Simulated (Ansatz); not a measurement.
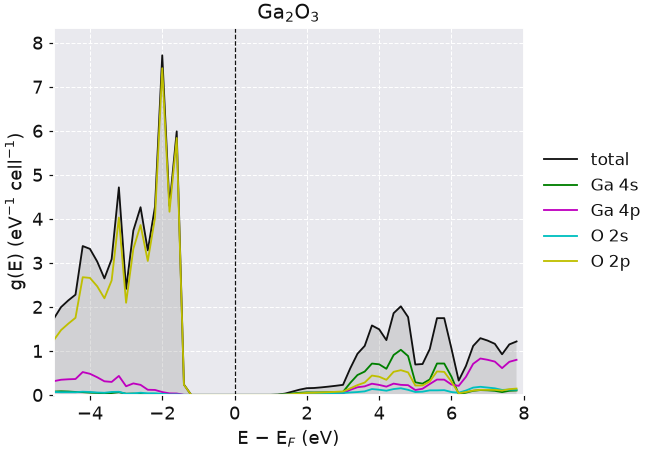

Density of states. Energies are counted from the Fermi level. The partial curves are projected on atomic shells.

Structure: Ga2O3, space group P-3m1, 5 atoms in the cell; a = 3.02 Å, b = 3.02 Å, c = 7.52 Å, α = 90.00°, β = 90.00°, γ = 120.00°.

Computed with Ansatz: DFT, PBE, all-electron LAPW, scalar-relativistic, no spin polarisation, 11×11×7 k mesh.

Question: Metal or insulator, going by the density of states?

Answer: There is a gap; over the k points computed it is 2.57 eV.

Question: Which states form the top of the valence band?

Answer: By projected weight, the top eV of the valence band is O 2p almost alone.

Question: Where is the tallest peak in the window, and which states make it?

Answer: The tallest peak in the window is at −2.0 eV; by projected weight it is O 2p almost alone.
